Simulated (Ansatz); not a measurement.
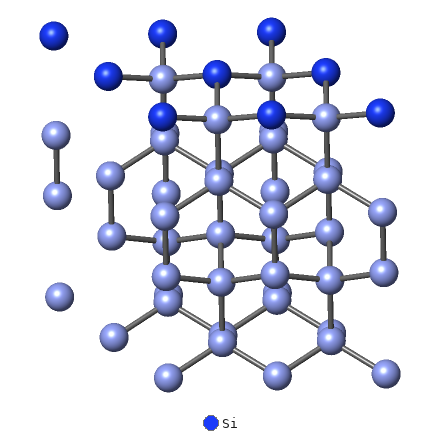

The system is N₂ on a Si(001) slab cut from the P6_3/mmc phase, its upper half relaxed before the scan (32 atoms of substrate and one adsorbate in a 2 × 2 cell); the picture shows it without the atoms that are moved over the map. 
- N2 is moved over the surface cell at a fixed height above a rigid substrate; the origin of the map has the adsorbate above Si29; the height is held at 3.70 Å.
- Places are given modulo a cell vector. The map is drawn in real space over the plane of the surface.
- The scan uses a 6 × 6 grid; 10 points were computed and 26 follow by symmetry.
- Places are given in fractions of the 1 × 1 surface cell.
- All energies are given in meV relative to the lowest grid point.
- At a fixed height the lowest place need not be the adsorption site.
- Level of theory: DFT PBE+D3(BJ), scalar-relativistic, plane waves, PAW (Ansatz). Settings: cutoff 420 eV, k-mesh 6×6×1, gaussian smearing 0.05 eV, no spin polarisation.

Range: position of N33 along the first surface vector from 0.000 to 0.833; position of N33 along the second surface vector from 0.000 to 0.833.

What will the energy surface look like?

Answer. The lowest grid point is at a threefold hollow, (2/6, 4/6) of the cell vectors. There is a further well near a threefold hollow over a second-layer Si atom, (4/6, 2/6) of the cell vectors (0.34 meV above the lowest at that grid point). The highest grid point, the top site over a surface Si atom, (0/6, 0/6) of the cell vectors, lies 18.7 meV above the lowest. On the interpolated surface the easiest way out of the lowest well to the well at a threefold hollow over a second-layer Si atom, (4/6, 2/6) of the cell vectors passes a barrier of about 1.8 meV.

```
second ↓, first →   0/6   1/6  2/6  3/6  4/6   5/6
              5/6  14.2   7.8  1.8  1.8  7.8  14.2
              4/6   5.8   1.8  0.0  1.8  5.8   8.0
              3/6   1.8   1.8  1.8  1.8  2.1   2.1
              2/6   5.8   7.8  5.8  2.1  0.3   2.1
              1/6  14.2  14.2  8.0  2.1  2.1   8.0
              0/6  18.7  14.2  5.8  1.8  5.8  14.2
```

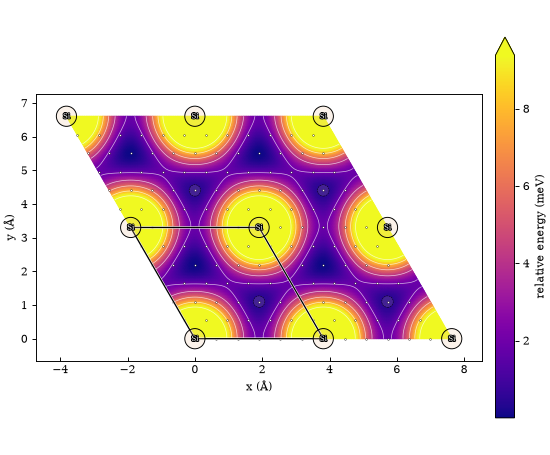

In the figure: a smooth colour map with a few white contour lines, dots at the grid points, labelled circles for the atoms of the top layer and small ones for the second layer, the outline of one cell of the 2 × 2 shown, one colour for all values above the top of the scale. Between grid points the surface is interpolated.

Time for the 10 points that were run: 7 min on 2 threads of AMD EPYC 9R45 96-Core Processor (Zen 5), with other jobs on the host.

PAW datasets: the set soft_1.
